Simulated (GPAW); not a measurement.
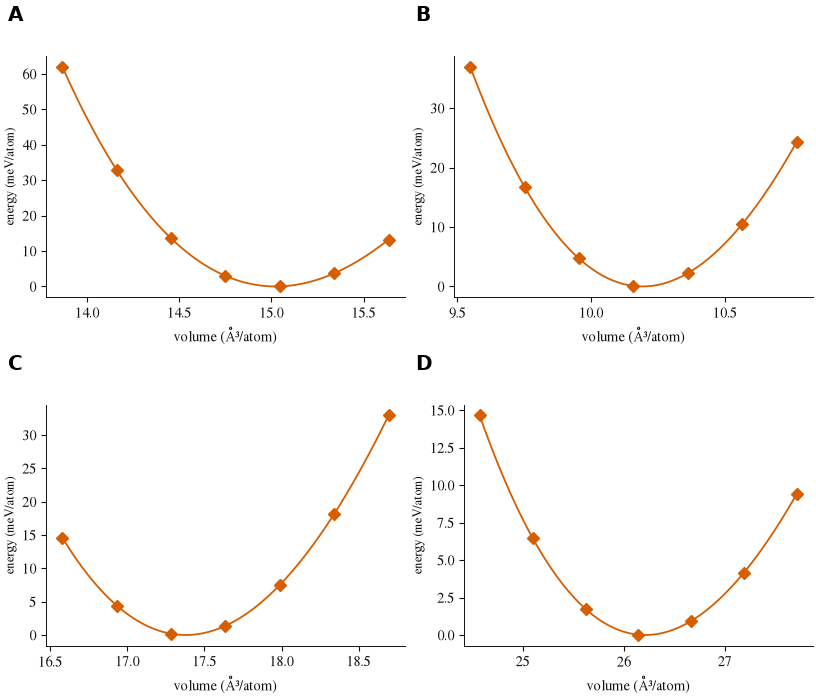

Each panel shows the energy against volume for one of these solids: In, I4/mmm (No. 139); Pd, Fm-3m (No. 225); Ti, P6_3/mmc (No. 194); TiC, Fm-3m (No. 225).

Computed with GPAW 26.7.0: PAW DFT in plane waves, on a grid or in atomic orbitals, no spin polarisation; energies at scaled volumes of the given cell, shape and fractions fixed, counted from the fit's minimum, third-order Birch-Murnaghan fit. Level: r2SCAN.

Question: Which panel belongs to which solid?

Answer: A is Pd (energy from 0.02 meV/atom to 62.05 meV/atom, V0 15.02 Å³/atom, B0 186 GPa); B is TiC (energy from 0.13 meV/atom to 37.00 meV/atom, V0 10.19 Å³/atom, B0 262 GPa); C is Ti (energy from 0.22 meV/atom to 32.93 meV/atom, V0 17.38 Å³/atom, B0 118 GPa); D is In (energy from 0.03 meV/atom to 14.65 meV/atom, V0 26.21 Å³/atom, B0 39.8 GPa).

For In, limits of the calculation: the fit and the printed pressures don't fully agree, or the minimum lies near the end of the range; shape and atomic fractions are frozen while scaling, which makes layered, chain and framework solids too stiff.

For Pd, limits of the calculation: the fit and the printed pressures don't fully agree, or the minimum lies near the end of the range.

For Ti, limits of the calculation: the fit and the printed pressures don't fully agree, or the minimum lies near the end of the range; shape and atomic fractions are frozen while scaling, which makes layered, chain and framework solids too stiff.

For TiC, limits of the calculation: the fit and the printed pressures don't fully agree, or the minimum lies near the end of the range.
